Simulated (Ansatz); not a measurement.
**Single-point calculation, with input and output: Al$_{2}$Ru**

System: Al$_{2}$Ru (I4/mmm, 3 atoms in the cell).
Method: DFT r2SCAN, scalar-relativistic, plane waves, PAW, no spin polarisation (Ansatz 0.2.0).

The structure derives from a Materials Project entry. It belongs to a series of runs on one base structure; here: ecut: 700 eV. Figures and captions count atoms from 1; the log counts them from 0 in places.

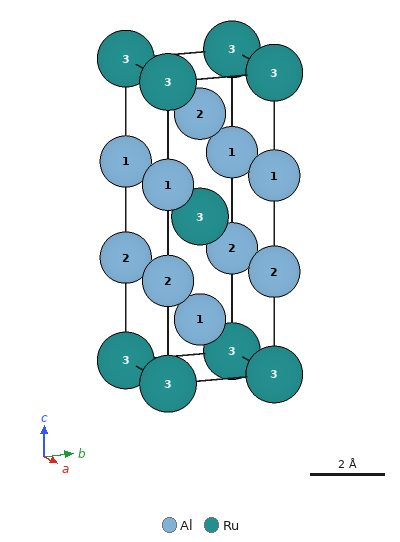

**Figure 1.** The structure as given in the input (spheres-only view of the cell 2 times as large as that of the calculation, set on its symmetry axes, seen slightly off an axis; atoms are numbered from 1 in the order of the input). An atom can appear more than once, as a periodic image.

**The input**
```yaml
crystal:
  lattice:
    - [-1.56042162, 1.56042162, 4.22180559]
    - [1.56042162, -1.56042162, 4.22180559]
    - [1.56042162, 1.56042162, -4.22180559]
  atoms:
    - { symbol: Al, position: [0.65920219, 0.65920219, 0.0] }
    - { symbol: Al, position: [0.34079781, 0.34079781, 0.0] }
    - { symbol: Ru, position: [0.0, 0.0, 0.0] }
basis:
  ecutwfc: 700
kpoints:
  mp_grid: { grid: [18, 18, 18] }
hamiltonian:
  xc: r2scan
scf:
  occupations: { method: gaussian, width: 0.1 }
output:
  forces: true
  stress: true
  eigenvalues: true
  write_density: true
  write_potential: true
  elf: true
  volumetric_format: npy
```

Hardware: 1 thread of AMD EPYC (Zen 5), 32 GiB of memory available, shared host.

Launch command:
```bash
ansatz run input.yaml --threads 1 --pin off --max-ram 2560MiB --backend cpu --events-out ev --progress --plain --runs-dir out
```

**The program's output**
```
Engine: ansatz 0.2.0, x86_64-unknown-linux-gnu
Pseudopotentials: kind: paw
Pseudopotential: Al, paw, valence charge 3, recommended cutoff 500 eV (meta_gga), Al.paw.azcp
Pseudopotential: Ru, paw, valence charge 16, recommended cutoff 500 eV (meta_gga), Ru.paw.azcp
Functional definition: r2SCAN
  parameter k0 = 0.174
  parameter k1 = 0.065
  parameter a1 = 4.9479
  exchange = r2scan_x(k0 = k0, k1 = k1, a1 = a1)
  correlation = r2scan_c
Crystal: 3 atoms, lattice volume = 41.119 Å³
Basis set: ecut = 700 eV, 1743 PW (Γ), exchange–correlation on 180×180×180 points (64 copies of the dense FFT grid, shifted against one another)
Bands: 15, of which v1, the nominal top of the filled ones, is band 11 counted from 1 (10 counted from 0)
Symmetry: 16 space group operations
Space group: I4/mmm (ITA 139), of the structure as read, at distance tolerance 3.5e-5 Å
k-points: 480 of 5832
Non-local potential: Al, projectors of the file, l = 0: 2, l = 1: 2, l = 2: 1
Non-local potential: Ru, projectors of the file, l = 0: 3, l = 1: 2, l = 2: 2, l = 3: 1
PAW form: soft (Blöchl's): semilocal exchange-correlation on the pseudo side does not see the compensation charge
PAW frozen core: Al, regenerated for the run's functional (the file was generated under x = pbe(κ = 0.804, μ = 0.2195149727645171), c = pbe(β = 0.06672455060314922))
PAW frozen core: Ru, regenerated for the run's functional (the file was generated under x = pbe(κ = 0.804, μ = 0.2195149727645171), c = pbe(β = 0.06672455060314922))
PAW one-centre angular grid: Al, 302 points (default); XC on 160 Gauss nodes
PAW one-centre angular grid: Ru, 590 points (default); XC on 160 Gauss nodes
Initial density: superposition of atomic densities (neutral atoms: chi_scale 0, normalization atom), corrected by the library's trained network
Initial wavefunctions: pseudopotential atomic-orbital guess
Functional: x = r2scan, c = r2scan; τ floored in thin density (d = 2e-4 eV/Å³)
SCF iter   1: F=—  HF=-6973.754957 eV  |F-HF|=—  |Δ(HF+E_count)|=         —  Δρ=8.80e-3  dr2=1.73e-2  dr2_τ=3.55e-2  ethr=1.77e-3  ⟨swp⟩=5.2  Hψ=39649  notcnv=0
preconditioner: auto → none  [insulator: Δε(μ)=0.108 eV  Ē_g=7.796 eV  σ=0.100 eV  W_gap=0.55  n_scr=10 (ndim 8)  ℏωp=21.7 eV  f_vac=0.000  D(μ)=0.08/eV (n_scr^D=0)  ε∞_Penn≈8.7]
SCF iter   2: F=—  HF=-6973.777890 eV  |F-HF|=—  |Δ(HF+E_count)|=   2.29e-2  Δρ=4.26e-3  dr2=6.98e-3  dr2_τ=5.04e-4  ethr=7.87e-5  ⟨swp⟩=2.0  Hψ=17172  notcnv=0
SCF iter   3: F=—  HF=-6973.779561 eV  |F-HF|=—  |Δ(HF+E_count)|=   1.67e-3  Δρ=5.24e-3  dr2=1.69e-2  dr2_τ=1.19e-3  ethr=3.17e-5  ⟨swp⟩=2.0  Hψ=10632  notcnv=0
SCF iter   4: F=—  HF=-6973.776795 eV  |F-HF|=—  |Δ(HF+E_count)|=   2.77e-3  Δρ=7.09e-4  dr2=7.47e-5  dr2_τ=1.05e-5  ethr=3.17e-5  ⟨swp⟩=2.5  Hψ=11438  notcnv=0
SCF iter   5: F=—  HF=-6973.776753 eV  |F-HF|=—  |Δ(HF+E_count)|=   4.17e-5  Δρ=2.36e-4  dr2=7.29e-6  dr2_τ=8.73e-7  ethr=3.39e-7  ⟨swp⟩=2.4  Hψ=12380  notcnv=0
SCF iter   6: F=—  HF=-6973.776757 eV  |F-HF|=—  |Δ(HF+E_count)|=   3.57e-6  Δρ=2.72e-5  dr2=1.15e-7  dr2_τ=1.44e-8  ethr=3.32e-8  ⟨swp⟩=2.3  Hψ=12139  notcnv=0
SCF iter   7: F=-6973.776757 eV  HF=-6973.776757 eV  |F-HF|=9.04e-10  |Δ(HF+E_count)|=   8.17e-8  Δρ=4.38e-6  dr2=5.55e-9  dr2_τ=5.93e-10  ethr=4.55e-10  ⟨swp⟩=8.3  Hψ=46375  notcnv=0
SCF 1 converged in 7 iterations: F = -6973.776757 eV  dr2 = 5.55e-9
  greatest PAW one-centre occupation: 0.997 electrons in one spin orbital (limit 2), on the Ru atom at site 2 (counted from 0), in its partial waves of l = 1
SCF converged after 7 iterations
Free energy (F): -6973.776757 eV
Harris-Foulkes:  -6973.776757 eV  (|F-HF|=9.04e-10)
Internal energy: -6973.776260 eV  (E = F + TS)
E sigma→0 (E₀):  -6973.776509 eV
Entropy (-TS):   -0.000497 eV (-0.166 meV/atom)
Fermi energy:    14.115911 eV
--- Per-component energies (eV) ---
  E_band       = -161.335109
  E_kinetic    = 566.776423
  E_local      = -2142.675699  (includes V_loc(G=0)·N_el)
  E_nonlocal   = 362.345062
  E_hartree    = 800.238855
  E_xc         = -260.674620
  E_vxc        = -333.858224  (∫ρ·V_xc dr)
  E_paw        = -4425.971540  (= ΣΔE_a)
  E_vpaw       = -236.185430  (= ΣTr[D̂ρ^β])
  E_aug_tail   = 0.000036  (compensation charges beyond the density's cutoff)
  E_vtau       = 21.783690  (kinetic-family band-sum trace: ∫τ·v_τ [+ j·A + Jᵃ·Aᵃ] dr)
  E_ewald      = -1873.383606
  E_core_change = -0.431172  (= ΣΔE_core)
  E_smearing   = -0.000497  (= −TS)
  E_closure    = 0.000000  (closes the sum)
  Σ components = -6973.776757   (vs F -6973.776757, Δ=0.00e0)
--- Forces (eV/Å), atoms counted from 1 ---
  atom   1  Al     0.00000000     0.00000000    -0.01844408
  atom   2  Al    -0.00000000     0.00000000     0.01844408
  atom   3  Ru     0.00000000    -0.00000000     0.00000000
  max |Σ_I F_I| component: 2.08e-17 eV/Å
--- Stress (GPa, compression-positive) ---
        0.159903      -0.000000       0.000000
       -0.000000       0.159903       0.000000
       -0.000000      -0.000000       0.039264
  P = ⅓ Tr σ = 0.1197 GPa (1.197 kbar)
--- Band table (eV; the first three rows and the last of 480) ---
  k-point 0: bands = ["-60.7336", "-29.9705", "-29.9705", "-29.8967", "2.5259", "8.3344", "10.1565", "11.9073", "11.9073", "12.0113", "12.9432", "16.6255", "18.8345", "20.5529", "20.5529"]
  k-point 1: bands = ["-60.7330", "-29.9747", "-29.9744", "-29.8958", "2.6334", "8.4285", "10.2016", "11.3802", "11.7616", "12.6152", "12.8072", "16.6021", "18.4466", "20.0315", "20.3723"]
  k-point 2: bands = ["-60.7313", "-29.9867", "-29.9855", "-29.8932", "2.9521", "8.6982", "10.3383", "10.9083", "11.3688", "12.4194", "13.2918", "16.5527", "17.8652", "19.0544", "20.0127"]
  k-point 479: bands = ["-60.7336", "-29.9706", "-29.9706", "-29.8995", "4.4544", "5.1730", "9.9723", "11.3319", "12.3547", "12.3547", "12.9690", "17.4556", "17.4556", "20.5815", "20.9725"]
```

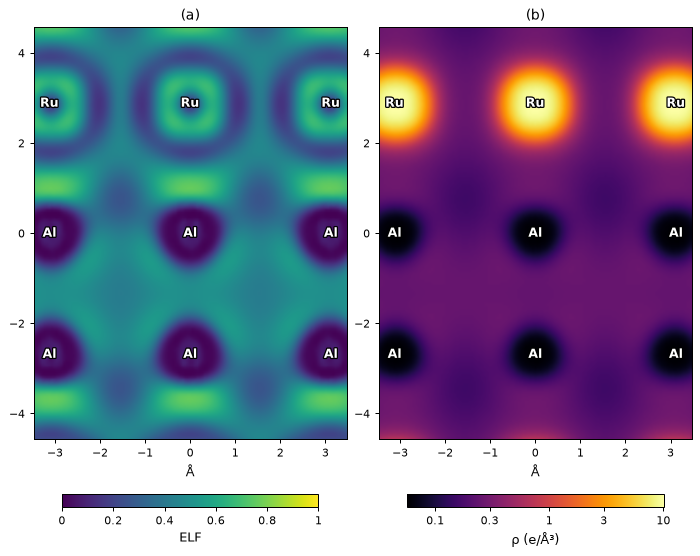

**Figure 2.** (a) electron localisation function; (b) valence charge density (pseudo) on the (010) plane of the conventional cell. Al–Al (2.69 Å): ρ is about 0.24 e/Å³ halfway; the ELF is about 0.50 at the midpoint; no shared electron pair. Al–Ru (2.88 Å): ρ at the midpoint is about 0.3 e/Å³; the ELF is about 0.50 at the midpoint; no shared electron pair. Away from the nuclei the density in this plane falls to 0.15 e/Å³ at its lowest. The strong features right at Ru lie inside the PAW spheres (semicore, d or f shells) and say nothing about bonding. Core electrons are frozen (PAW), so the fields are smoothed inside the atomic spheres.

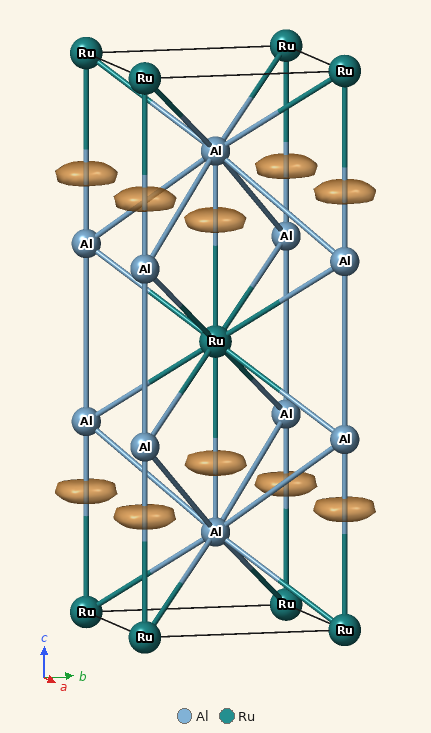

**Figure 3.** Isosurface of the electron localisation function at 0.7 (orange), seen slightly off an axis. Core shells and regions of very low density are left out. Sticks mark near contacts. The outline is the cell set on symmetry axes. Along the contacts the grid gives the following. Al–Ru (2.58 Å): the ELF is about 0.40 at the midpoint (no localised pair between them). Al–Al (2.69 Å): the ELF is about 0.55 at the midpoint (no shared electron pair).

**Summary**

| quantity | value |
| --- | --- |
| outcome | converged |
| space group (tolerance 0.01 Å) | I4/mmm (139) |
| electrons treated | 22 |
| free energy | −6973.7768 eV |
| Fermi energy | 14.116 eV |
| gap on the k-point mesh | none (metallic) |
| pressure | 0.12 GPa |
| largest force (length of the vector) | 0.018 eV/Å |
| wall time | 26 s |
| peak memory | 1.2 GiB |
